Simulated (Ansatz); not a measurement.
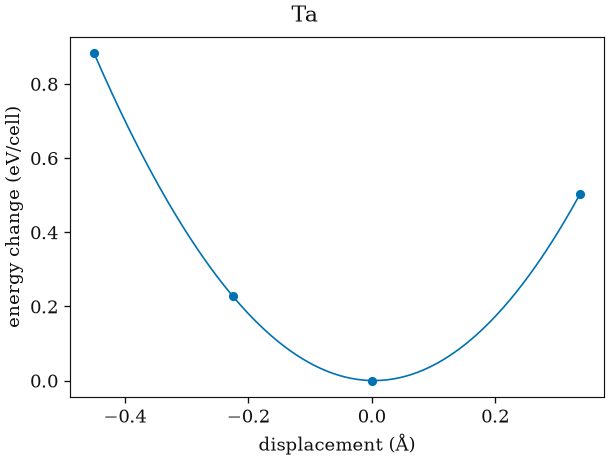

Energy change against displacement for Ta, space group Fm-3m (No. 225).

The energy rises on both sides of the starting structure, which is therefore a minimum along this path. The energy change is 0.8826 eV/cell at displacement −0.4500 Å and 0.5029 eV/cell at 0.3375 Å; the lowest computed point is at displacement 0.0000 Å (0.0000 eV/cell).

How it was computed, with Ansatz 0.2.0: one atom of a crystal moved along a line, all else fixed, by plane-wave density functional theory with PAW datasets, free energies less that of the undisturbed cell; scalar-relativistic. Level: r2SCAN, no spin polarisation.

- wave cutoff: 500 eV
- k mesh: 12×12×12
- occupations: Gaussian
- smearing width: 0.15 eV
- k shift: (0, 0, 0) (mesh steps)
- start: relaxed
- moved atom: 1
- direction: (0.7071, −0.7071, 0) (Cartesian unit vector)

The given structure:
```xyz
8
Lattice="-4.2079 4.2079 0.0000 -4.2079 0.0000 4.2079 0.0000 4.2079 4.2079" Properties=species:S:1:pos:R:3 pbc="T T T"
Ta    0.0000    0.0000    0.0000
Ta   -2.1039    2.1039    0.0000
Ta   -2.1039    0.0000    2.1039
Ta    0.0000    2.1039    2.1039
Ta   -4.2079    2.1039    2.1039
Ta   -2.1039    4.2079    2.1039
Ta   -2.1039    2.1039    4.2079
Ta   -4.2079    4.2079    4.2079
```
